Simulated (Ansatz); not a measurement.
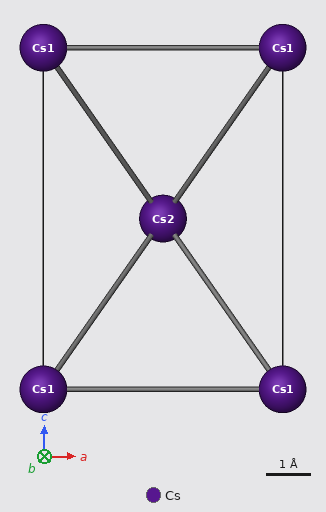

Crystalline Cs (set up in I4/mmm), before the relaxation. A ball-and-stick model of the cell of the calculation, seen along the b axis.

Case: biaxial strain in the a-b plane of +2.0 %; c and atoms relaxed.

Level of theory: Ansatz, DFT PBE, scalar-relativistic, plane waves, PAW.

The input:
```yaml
crystal:
  lattice:
    - [5.5192519631, 0.0, 0.0]
    - [0.0, 5.5192519631, 0.0]
    - [0.0, 0.0, 7.8837475839]
  atoms:
    - { symbol: Cs, position: [0.0, 0.0, 0.0] }
    - { symbol: Cs, position: [0.5, 0.5, 0.5] }
basis:
  ecutwfc: 420
kpoints:
  mp_grid: { grid: [8, 8, 6] }
hamiltonian:
  xc: pbe
scf:
  occupations: { method: gaussian, width: 0.1 }
output:
  forces: true
  stress: true
  eigenvalues: true
relax:
  adjacent_minimum: "off"
  f_tol: 0.008
  max_steps: 40
  cell: { stress_tol: 0.05, fix: [a, b, gamma] }
```

What does the optimiser find from here?

Answer. No atom moves by more than 0.005 Å relative to the cell. Cell: a = b unchanged at 5.519 Å, c 7.884 → 7.674 Å (−2.7 %). Volume −2.7 %. Among the contacts that change: Cs1–Cs2 5.547 → 5.473 Å. The space group stays I4/mmm (No. 139). The energy falls by 0.5 meV per atom in 2 accepted moves (3 points after the start). All forces vanish by symmetry, so only the cell relaxes. The pressure goes from −0.04 to 0.01 GPa. At 1 point the geometry stayed and the basis and grid were re-selected for the new cell (energy shift of less than 0.05 meV per atom at most each time). The run took roughly 50 core-seconds on a shared host.

Step by step:

| step | E − E(0), meV/atom | pressure, GPa | volume, Å³/atom | note |
| --- | --- | --- | --- | --- |
| 0 | 0.00 | -0.04 | 120.078 |  |
| 1 | -0.04 | -0.04 | 119.956 |  |
| 2 | -0.54 | 0.01 | 116.884 |  |
| 3 | -0.53 | 0.01 | 116.884 | same geometry, new basis |

After the run, drawn alike:

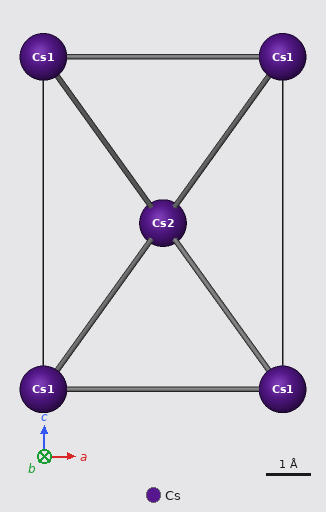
